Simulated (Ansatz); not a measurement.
**SiC15 (cell with a defect): density, localisation and related maps**

Input

```
crystal:
  lattice:
    - [-4.933065567, 1.0e-10, 0.0]
    - [2.4665327835, -4.2721600996, 0.0]
    - [0.0, 0.0, 8.4654494173]
  atoms:
    - { symbol: Si, position: [0.5, 0.5, 0.25] }
    - { symbol: C, position: [0.5, 0.0, 0.25] }
    - { symbol: C, position: [0.0, 0.5, 0.25] }
    - { symbol: C, position: [0.0, 0.0, 0.25] }
    - { symbol: C, position: [0.5, 0.5, 0.75] }
    - { symbol: C, position: [0.5, 0.0, 0.75] }
    - { symbol: C, position: [0.0, 0.5, 0.75] }
    - { symbol: C, position: [0.0, 0.0, 0.75] }
    - { symbol: C, position: [0.3333333333, 0.1666666667, 0.25] }
    - { symbol: C, position: [0.3333333333, 0.6666666667, 0.25] }
    - { symbol: C, position: [0.8333333333, 0.1666666667, 0.25] }
    - { symbol: C, position: [0.8333333333, 0.6666666667, 0.25] }
    - { symbol: C, position: [0.1666666667, 0.3333333333, 0.75] }
    - { symbol: C, position: [0.1666666667, 0.8333333333, 0.75] }
    - { symbol: C, position: [0.6666666667, 0.3333333333, 0.75] }
    - { symbol: C, position: [0.6666666667, 0.8333333333, 0.75] }
basis:
  ecutwfc: 420
  xc_grid: 2
kpoints:
  mp_grid: { grid: [6, 6, 3], shift: [0.0, 0.0, 0.0] }
hamiltonian:
  xc: pbe
scf:
  occupations: { method: gaussian, width: 0.1 }
output:
  forces: true
  stress: false
  eigenvalues: true
  write_density: true
  write_potential: true
  elf: true
  volumetric_format: npy
relax:
  adjacent_minimum: "off"
  f_tol: 0.025
  max_steps: 45
```

Command:

```sh
ansatz run input.yaml --threads 4 --pin off --max-ram 8192MiB --backend cpu --events-out ev --progress --plain --runs-dir out
```

The fields are those of the relaxed geometry.

All numbers below come from DFT PBE, scalar-relativistic, plane waves, PAW in Ansatz.

Core electrons are frozen (PAW), and the valence fields are smoothed inside the atomic spheres.

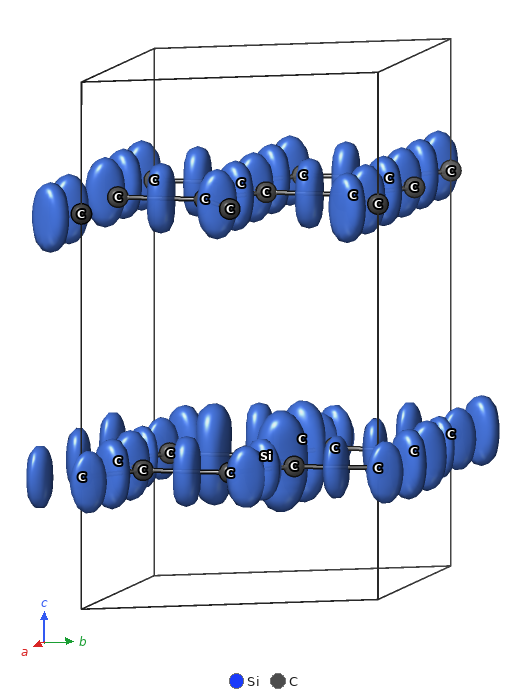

Figure 1. Isosurface of the electron localisation function at 0.85 (blue), seen slightly off an axis. Core shells and regions of very low density are left out. Sticks mark near contacts.

> Where are the electrons localised?

At this value the surface marks out 21 regions between bonded C–C atoms and three regions between bonded C–Si atoms, counted in one cell of 16 atoms. Regions shared between cells count once.


C–C (1.35 Å): the ELF peaks at about 0.95 between the atoms. Si–C (1.59 Å): the ELF peaks at about 0.95 between the atoms.

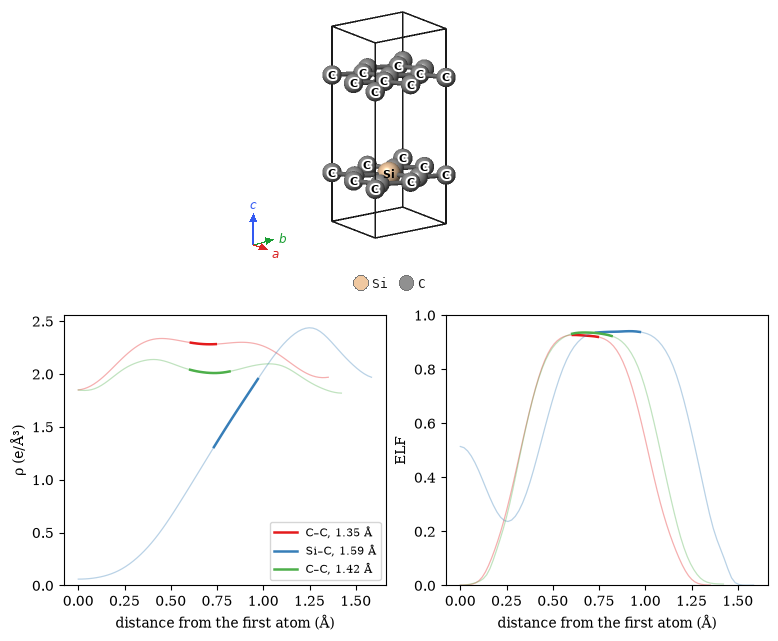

Figure 2. Valence electron density and ELF along straight lines between neighbouring atoms. Thin, pale parts lie inside the atomic spheres. The structure is drawn too.

> What can be read from the curves?

C–C (1.35 Å): the density is about 2.3 e/Å³ at the midpoint; the ELF peaks at about 0.95 between the atoms.
Si–C (1.59 Å): ρ at the midpoint is about 1.5 e/Å³; the ELF peaks at about 0.95 between the atoms.
C–C (1.42 Å): the density is about 2 e/Å³ at the midpoint; the ELF peaks at about 0.95 between the atoms.

> Metal or insulator at this level of theory?

It is metallic or semimetallic at this level of theory: no gap opens.
